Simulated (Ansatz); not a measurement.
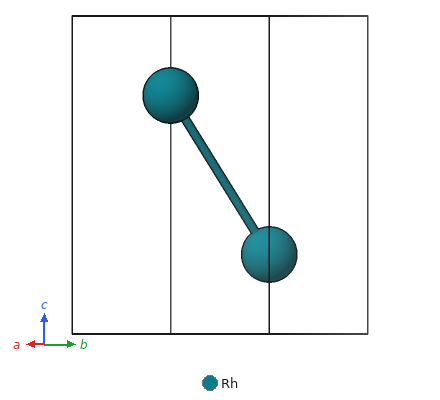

Rh (P6_3/mmc, No. 194): the end point of a relaxation with DFT, PBEsol, plane waves (420 eV) with PAW, scalar-relativistic (Ansatz 0.2.0); the starting structure was generated, so it need not be a known form of this composition.

```
CELL_PARAMETERS angstrom
2.68870 0.00000 0.00000
-1.34435 2.32848 0.00000
0.00000 0.00000 4.33693
ATOMIC_POSITIONS crystal
Rh 0.33333 0.66667 0.25000
Rh 0.66667 0.33333 0.75000
```

What will a HAADF-like image along [210] show? Simulation: incoherent imaging, intensity Z^1.7 per atom, probe width 0.75 Å, thin sample. The display is stretched by a gamma of 0.8; percentages refer to the linear signal.

Answer. The columns repeat on a rectangular net of 1.34 × 2.17 Å (plane group p2mm). All columns are alike (Rh). The shortest distance between visible columns is 1.34 Å in projection. Along the beam the structure repeats every 4.66 Å.

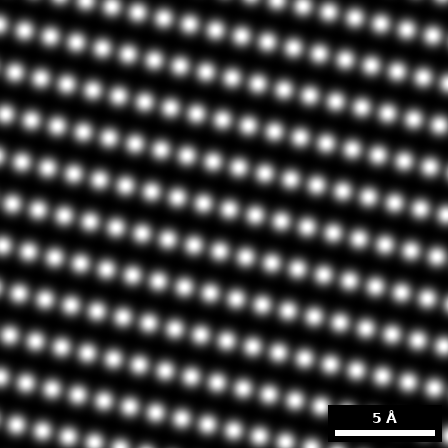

The simulated image.
